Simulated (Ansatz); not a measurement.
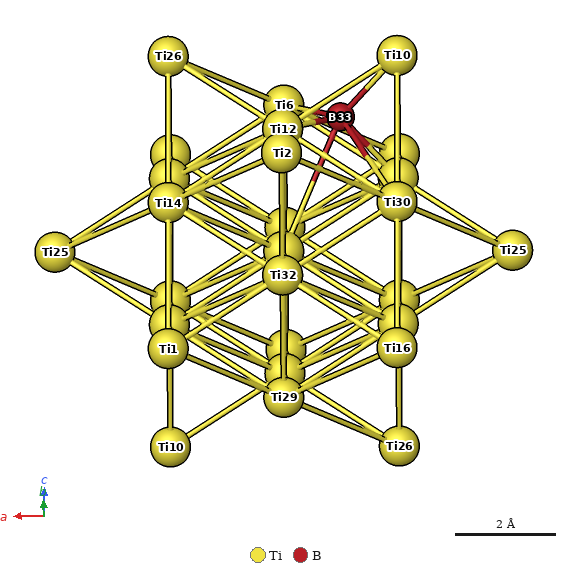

This is the input geometry for a relaxation of a defect cell of composition Ti$_{32}$B. Style: ball-and-stick. Shown: the atoms within 5.0 Å of the atom that moves most (axes of the conventional cell (2 times the calculation's cell)), from a free direction. Lengths and directions refer to the drawn axes.

Case: B interstitial, charge +0, atoms relaxed at the host's cell.

Level of theory: Ansatz, DFT PBE, scalar-relativistic, plane waves, PAW.

The input:
```yaml
crystal:
  lattice:
    - [-6.5110110518, 0.0, -6.5110110518]
    - [-6.5110110518, 6.5110110518, 0.0]
    - [0.0, 6.5110110518, -6.5110110518]
  atoms:
    - { symbol: Ti, position: [0.875, 0.375, 0.875] }
    - { symbol: Ti, position: [0.875, 0.375, 0.375] }
    - { symbol: Ti, position: [0.75, 0.25, 0.75] }
    - { symbol: Ti, position: [0.75, 0.25, 0.25] }
    - { symbol: Ti, position: [0.625, 0.125, 0.625] }
    - { symbol: Ti, position: [0.625, 0.125, 0.125] }
    - { symbol: Ti, position: [0.5, 0.0, 0.5] }
    - { symbol: Ti, position: [0.5, 0.0, 0.0] }
    - { symbol: Ti, position: [0.875, 0.875, 0.875] }
    - { symbol: Ti, position: [0.875, 0.875, 0.375] }
    - { symbol: Ti, position: [0.75, 0.75, 0.75] }
    - { symbol: Ti, position: [0.75, 0.75, 0.25] }
    - { symbol: Ti, position: [0.625, 0.625, 0.625] }
    - { symbol: Ti, position: [0.625, 0.625, 0.125] }
    - { symbol: Ti, position: [0.5, 0.5, 0.5] }
    - { symbol: Ti, position: [0.375, 0.375, 0.875] }
    - { symbol: Ti, position: [0.5, 0.5, 0.0] }
    - { symbol: Ti, position: [0.375, 0.375, 0.375] }
    - { symbol: Ti, position: [0.25, 0.25, 0.75] }
    - { symbol: Ti, position: [0.25, 0.25, 0.25] }
    - { symbol: Ti, position: [0.125, 0.125, 0.625] }
    - { symbol: Ti, position: [0.125, 0.125, 0.125] }
    - { symbol: Ti, position: [0.0, 0.0, 0.5] }
    - { symbol: Ti, position: [0.0, 0.0, 0.0] }
    - { symbol: Ti, position: [0.375, 0.875, 0.875] }
    - { symbol: Ti, position: [0.375, 0.875, 0.375] }
    - { symbol: Ti, position: [0.25, 0.75, 0.75] }
    - { symbol: Ti, position: [0.25, 0.75, 0.25] }
    - { symbol: Ti, position: [0.125, 0.625, 0.625] }
    - { symbol: Ti, position: [0.125, 0.625, 0.125] }
    - { symbol: Ti, position: [0.0, 0.5, 0.5] }
    - { symbol: Ti, position: [0.0, 0.5, 0.0] }
    - { symbol: B, position: [0.8125, 0.9375, 0.1875] }
basis:
  ecutwfc: 420
  xc_grid: 2
kpoints:
  mp_grid: { grid: [4, 4, 4], shift: [0.0, 0.0, 0.0] }
hamiltonian:
  xc: pbe
scf:
  occupations: { method: gaussian, width: 0.1 }
output:
  forces: true
  stress: false
  eigenvalues: true
relax:
  adjacent_minimum: "off"
  f_tol: 0.025
  max_steps: 45
```

Run as
```bash
ansatz run input.yaml --threads 4 --pin off --max-ram 10240MiB --backend cpu --events-out ev --progress --plain --runs-dir out
```

> Where does the relaxation end?

The energy falls by 5.215 eV per cell of the calculation in 7 accepted moves (8 points after the start). Largest force component: 4.8 eV/Å at the start, 0.024 eV/Å at the end. The line search rejected the trial step at point 7 of the run. The largest moves, 0.51 Å, are those of Ti4, Ti7, Ti9 and Ti30. Ti9 goes along [−1 1 2]. B stays in place. The cell stays as it was. Some distances before and after: Ti16–Ti30 3.256 → 3.886 Å, Ti30–B33 2.934 → 2.427 Å, Ti10–Ti29 3.256 → 2.790 Å, Ti10–Ti12 2.819 → 3.271 Å. The run took 15 min on 4 threads of Arm Neoverse V1 (shared host), peak memory 3.3 GiB.

History of the run:

```
step  E − E(0), meV/atom  largest force component, eV/Å      note
   0                0.00                         4.7806          
   1              -62.21                         2.3639          
   2             -121.96                         0.5332          
   3             -150.96                         0.3805          
   4             -152.92                         0.2785          
   5             -156.80                         0.1390          
   6             -157.76                         0.1168          
   7             -157.39                         0.1891  rejected
   8             -158.04                         0.0240
```

After the run, drawn alike:

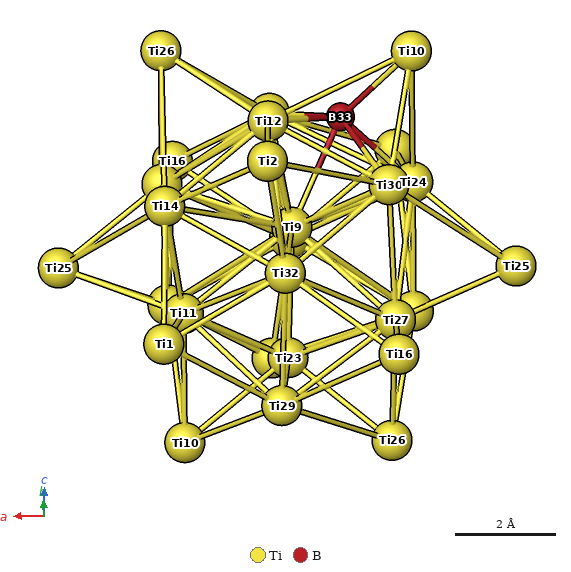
